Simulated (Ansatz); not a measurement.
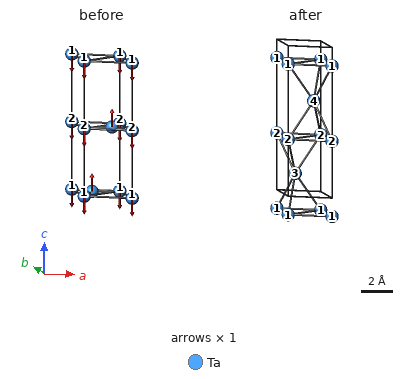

The structure of solid Ta (built on the C_186 type) (coarse preliminary run) before (left) and after (right) a relaxation, at one scale. The red arrows give the displacements (the part carried along by the change of the cell is left out), at their true length.

A ball-and-stick model of the cell of the calculation, seen slightly off an axis.

Case: C type (P6_3mc, No. 186).

Level of theory: DFT PBE, scalar-relativistic, plane waves, PAW in Ansatz 0.2.0. (plane-wave cutoff 420 eV; k-point mesh 6 × 6 × 2; occupations gaussian; smearing width 0.1 eV; no spin polarisation; cell and atoms relaxed; force threshold 0.04 eV/Å; at most 70 steps)

> Describe what moved and what it gained.

The largest moves relative to the cell, 1.21 Å, are those of Ta1, Ta2, Ta3 and Ta4. Ta3 goes along +c. Cell: a = b 3.235 → 2.957 Å (−8.6 %), c 8.892 → 9.901 Å (+11.3 %). Volume −7.0 %. Some distances before and after: Ta1–Ta4 4.782 → 3.007 Å, Ta1–Ta3 1.868 → 3.007 Å, Ta1–Ta1 3.235 → 2.957 Å. New bonds form: Ta1–Ta4 (4.78 → 3.01 Å), Ta2–Ta3 (4.78 → 3.01 Å). The space group (tolerance 0.01 Å) goes from P6_3mc (No. 186) to P6_3/mmc (No. 194). After 22 accepted moves (23 points after the start) the energy has fallen by 11716 meV per atom. Largest force component: 0.99 eV/Å at the start, 0.0019 eV/Å at the end. The pressure goes from 199.11 to 0.11 GPa. The SCF was repeated once at an unchanged geometry on a basis and grid sized afresh for the cell, which shifted the energy by 0.5 meV per atom at most. The run took about 90 core-seconds on a shared host.
